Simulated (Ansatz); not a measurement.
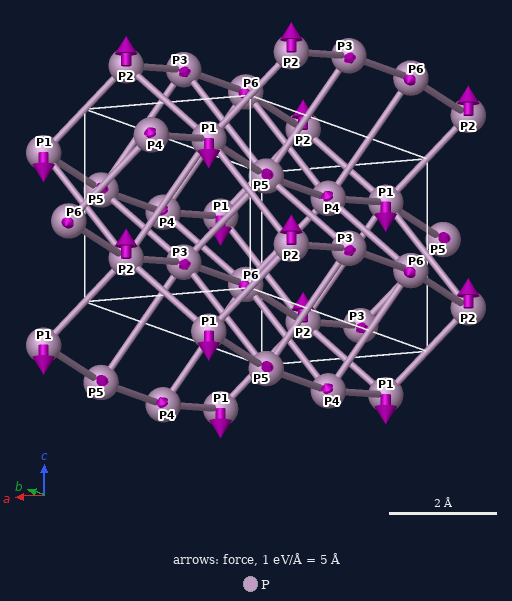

Starting geometry of crystalline P (a generated structure, set up in Pmma) with the computed forces as purple arrows. Style: ball-and-stick. Shown: the cell of the calculation, from a free direction.

Computed with DFT PBE, scalar-relativistic, plane waves, PAW in Ansatz. Set-up: plane-wave cutoff 420 eV; k-point mesh 12 × 6 × 10; occupations gaussian; smearing width 0.1 eV; no spin polarisation; cell and atoms relaxed; force threshold 0.01 eV/Å; at most 80 steps.

### Is this structure relaxed? If not, where do the atoms go?

It isn't relaxed: the largest force vector, on P atoms, is 0.11 eV/Å. The final displacements follow the starting forces only in part (cosine between the two patterns 0.65). The largest moves relative to the cell, 0.098 Å, are those of P3, P4, P5 and P6. P6 goes along [0 1 −3]. The drawn cell changes as follows: a 3.431 → 3.447 Å (+0.5 %), b 7.592 → 7.409 Å (−2.4 %), c 3.655 → 3.510 Å (−4.0 %); the volume changes by −5.8 %. Near-neighbour distances that change, for instance: P3–P5 2.752 → 2.569 Å, P3–P6 2.662 → 2.487 Å, P1–P2 2.738 → 2.615 Å, P3–P5 (another image) 2.281 → 2.355 Å. Bond angles that change, for instance: P3–P2–P6 165.4° → 171.6°, P4–P6–P4 97.5° → 94.1°, P2–P6–P3 172.7° → 175.8°. The space group stays Pmma (No. 51). After 7 accepted moves (11 points after the start) the energy has fallen by 4.0 meV per atom. The largest force component goes from 0.11 to 0.0014 eV/Å. Pressure: −0.05 GPa at the start and 0.01 GPa at the end. The line search rejected the trial steps at points 4, 7, 9 of the run. At 1 point the geometry stayed and the basis and grid were re-selected for the new cell (energy shift of 0.1 meV per atom at most each time). Cost: 7.6 min on 1 thread of Intel(R) Xeon(R) Processor @ 2.50GHz (Skylake/Cascade Lake) (shared host), peak memory 0.57 GiB.
